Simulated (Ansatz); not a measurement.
**H3C2Cl3: density, localisation and related maps**

Input

```
crystal:
  lattice:
    - [5.1218344823, 0.0, 0.00836564]
    - [0.0, 8.5813494416, 0.0]
    - [-0.4941859494, 0.0, 11.5277900903]
  atoms:
    - { symbol: H, position: [0.9417252297, 0.3031058325, 0.1499001499] }
    - { symbol: H, position: [0.0582747703, 0.8031058325, 0.3500998501] }
    - { symbol: H, position: [0.0582747703, 0.6968941675, 0.8500998501] }
    - { symbol: H, position: [0.9417252297, 0.1968941675, 0.6499001499] }
    - { symbol: H, position: [0.5561555677, 0.1786505724, 0.3274324728] }
    - { symbol: H, position: [0.4438444323, 0.6786505724, 0.1725675272] }
    - { symbol: H, position: [0.4438444323, 0.8213494276, 0.6725675272] }
    - { symbol: H, position: [0.5561555677, 0.3213494276, 0.8274324728] }
    - { symbol: H, position: [0.7239394519, 0.3622271445, 0.3361058401] }
    - { symbol: H, position: [0.2760605481, 0.8622271445, 0.1638941599] }
    - { symbol: H, position: [0.2760605481, 0.6377728555, 0.6638941599] }
    - { symbol: H, position: [0.7239394519, 0.1377728555, 0.8361058401] }
    - { symbol: C, position: [0.765105147, 0.2421765041, 0.1748528525] }
    - { symbol: C, position: [0.234894853, 0.7421765041, 0.3251471475] }
    - { symbol: C, position: [0.234894853, 0.7578234959, 0.8251471475] }
    - { symbol: C, position: [0.765105147, 0.2578234959, 0.6748528525] }
    - { symbol: C, position: [0.7321063324, 0.2419952242, 0.3046049255] }
    - { symbol: C, position: [0.2678936676, 0.7419952242, 0.1953950745] }
    - { symbol: C, position: [0.2678936676, 0.7580047758, 0.6953950745] }
    - { symbol: C, position: [0.7321063324, 0.2580047758, 0.8046049255] }
    - { symbol: Cl, position: [0.4927673129, 0.346351431, 0.1097127091] }
    - { symbol: Cl, position: [0.5072326871, 0.846351431, 0.3902872909] }
    - { symbol: Cl, position: [0.5072326871, 0.653648569, 0.8902872909] }
    - { symbol: Cl, position: [0.4927673129, 0.153648569, 0.6097127091] }
    - { symbol: Cl, position: [0.7796226248, 0.0502692565, 0.1159499065] }
    - { symbol: Cl, position: [0.2203773752, 0.5502692565, 0.3840500935] }
    - { symbol: Cl, position: [0.2203773752, 0.9497307435, 0.8840500935] }
    - { symbol: Cl, position: [0.7796226248, 0.4497307435, 0.6159499065] }
    - { symbol: Cl, position: [0.0060440118, 0.150685872, 0.3789296711] }
    - { symbol: Cl, position: [0.9939559882, 0.650685872, 0.1210703289] }
    - { symbol: Cl, position: [0.9939559882, 0.849314128, 0.6210703289] }
    - { symbol: Cl, position: [0.0060440118, 0.349314128, 0.8789296711] }
basis:
  ecutwfc: 500
kpoints:
  mp_grid: { grid: [4, 4, 2] }
hamiltonian:
  xc: r2scan
  dispersion: d3bj
scf:
  occupations: { method: gaussian, width: 0.02 }
output:
  forces: true
  stress: true
  eigenvalues: true
  write_density: true
  write_potential: true
  elf: true
  volumetric_format: npy
relax:
  adjacent_minimum: "off"
  f_tol: 0.02
  max_steps: 50
  cell: { stress_tol: 0.03 }
```

Run with:

```sh
ansatz run input.yaml --threads 8 --pin off --max-ram 16384MiB --backend cpu --events-out ev --progress --plain --runs-dir out
```

Below, planes, directions and counts refer to the conventional cell (a = 5.11 Å, b = 8.42 Å, c = 11.35 Å, α = 90.00°, β = 92.28°, γ = 90.00°).

The fields are those of the relaxed geometry.

Space group P2₁/c.

Level of theory: Ansatz, DFT r2SCAN+D3(BJ), scalar-relativistic, plane waves, PAW.

In a PAW calculation such maps are meaningful between the atoms, not at the nuclei.

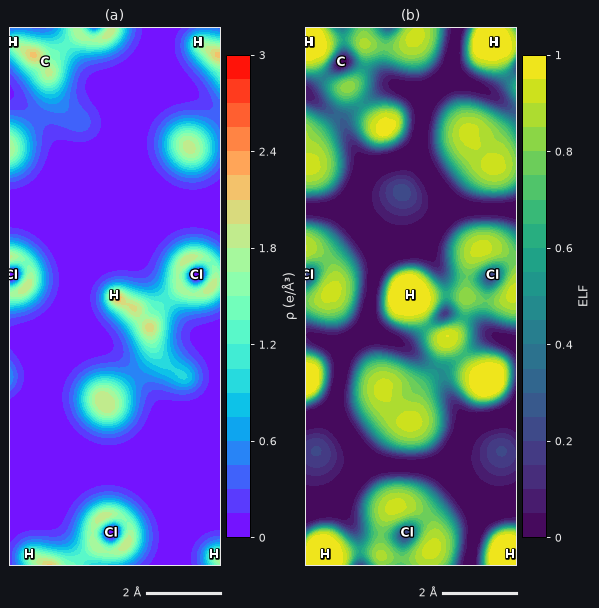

Figure 1. (a) valence electron density; (b) electron localisation function on the (011̄) plane of the conventional cell.

What do the fields say about this system?

Answer.
- The plane passes through H, C and Cl nuclei.
- Atoms just off the plane (H, 0.3 Å away, C, 0.3 Å away and Cl, 0.5 Å away) can leave unmarked features too.
- C–H (1.09 Å): ρ at the midpoint is about 2.1 e/Å³; the ELF climbs to about 1 towards the hydrogen, as it does in any bond to H: a covalent bond by its length.
- Between the atoms the lowest density in this plane is 0.01 e/Å³.
- The ELF also peaks beside Cl, away from the bonds: lone-pair regions.

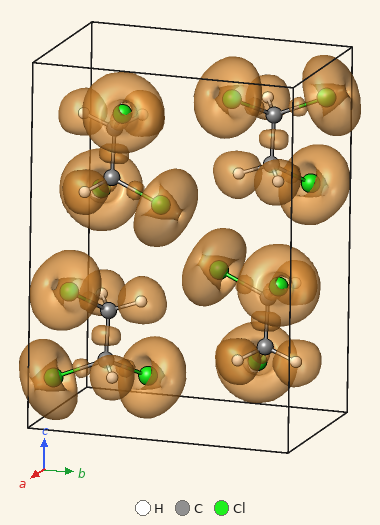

Figure 2. Isosurface of the electron localisation function at 0.8 (orange), seen slightly off an axis. Only the valence region is drawn (cores and ρ < 0.01 e/Å³ removed). Sticks mark near contacts.

Identify the bonds, lone pairs and shells in this picture.

Answer. The ELF exceeds this value in four regions between bonded C–C atoms (shared pairs), twelve regions between bonded C–Cl atoms (shared pairs), twelve regions around hydrogen nuclei and twelve regions wrapped around Cl (the valence shell of each), counted in one cell of 32 atoms. Regions shared between cells count once. Profiles from the grid: C–C (1.51 Å): the ELF peaks at about 0.95 between the atoms, as expected for a shared electron pair.

Metal or insulator at this level of theory?

Answer. It is gapped, with a Kohn–Sham gap of 5.5 eV on the k-point mesh, an upper bound to the gap of this method.
